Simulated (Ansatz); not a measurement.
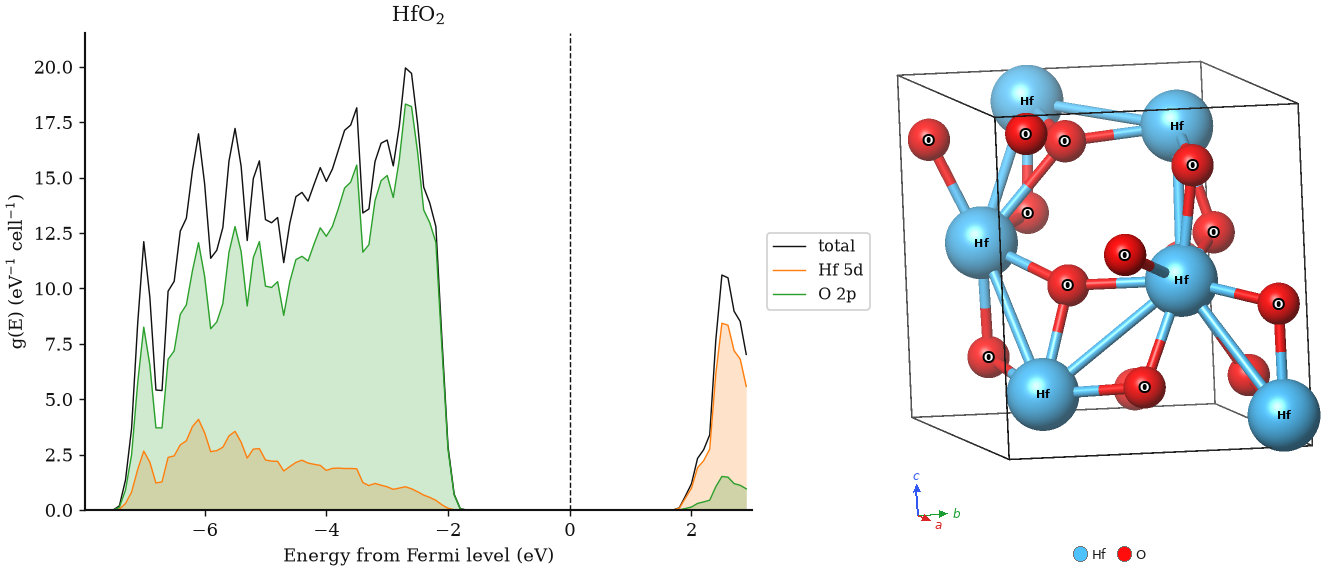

Density of states, beside the structure. Energies are counted from the Fermi level. The partial curves are projected on Löwdin-orthogonalised atomic shells.

System: HfO₂, space group P2_1 (No. 4), 18 atoms in the cell.

```yaml
crystal:
  lattice:
    - [5.90300, 0.00283, -0.00269]
    - [-0.00285, 6.32767, -0.42737]
    - [0.00283, -0.40159, 5.83462]
  atoms:
    - { symbol: Hf, position: [0.26621, 0.25602, 0.87977] }
    - { symbol: Hf, position: [0.76622, 0.01148, 0.80842] }
    - { symbol: Hf, position: [0.67253, 0.59866, 0.08753] }
    - { symbol: Hf, position: [0.41687, 0.04341, 0.36325] }
    - { symbol: Hf, position: [0.91685, 0.22407, 0.32494] }
    - { symbol: Hf, position: [0.17252, 0.66883, 0.60061] }
    - { symbol: O, position: [0.16969, 0.05165, 0.12636] }
    - { symbol: O, position: [0.02522, 0.97131, 0.56472] }
    - { symbol: O, position: [0.66968, 0.21585, 0.56181] }
    - { symbol: O, position: [0.86896, 0.69859, 0.82102] }
    - { symbol: O, position: [0.42153, 0.97129, 0.72915] }
    - { symbol: O, position: [0.20248, 0.32493, 0.52996] }
    - { symbol: O, position: [0.90917, 0.55209, 0.34174] }
    - { symbol: O, position: [0.70250, 0.94254, 0.15823] }
    - { symbol: O, position: [0.92151, 0.29621, 0.95903] }
    - { symbol: O, position: [0.40917, 0.71540, 0.34643] }
    - { symbol: O, position: [0.36896, 0.56890, 0.86714] }
    - { symbol: O, position: [0.52522, 0.29618, 0.12346] }
```

Level of theory: DFT PBE, scalar-relativistic, plane waves, PAW, no spin polarisation, 3×3×3 k mesh, Gaussian smearing of 0.02 eV; code Ansatz 0.2.0.

Is there a gap at the Fermi level, and how wide?

Answer. There is a gap; over the k points computed it is 3.93 eV.

How wide is the upper valence band?

Answer. The upper group of valence states starts about 5.4 eV under the valence-band top (which lies at −2.0 eV on this axis), with a gap beneath it; it holds about 72 electrons a cell.

Which states form the band edges?

Answer. By projected weight, the top eV of the valence band is O 2p almost alone; the bottom eV of the conduction band is Hf 5d (80 %) and O 2p (15 %). The gap is of charge-transfer type, from anion p to metal d states.

Spin-orbit coupling is left out, which matters for Hf.
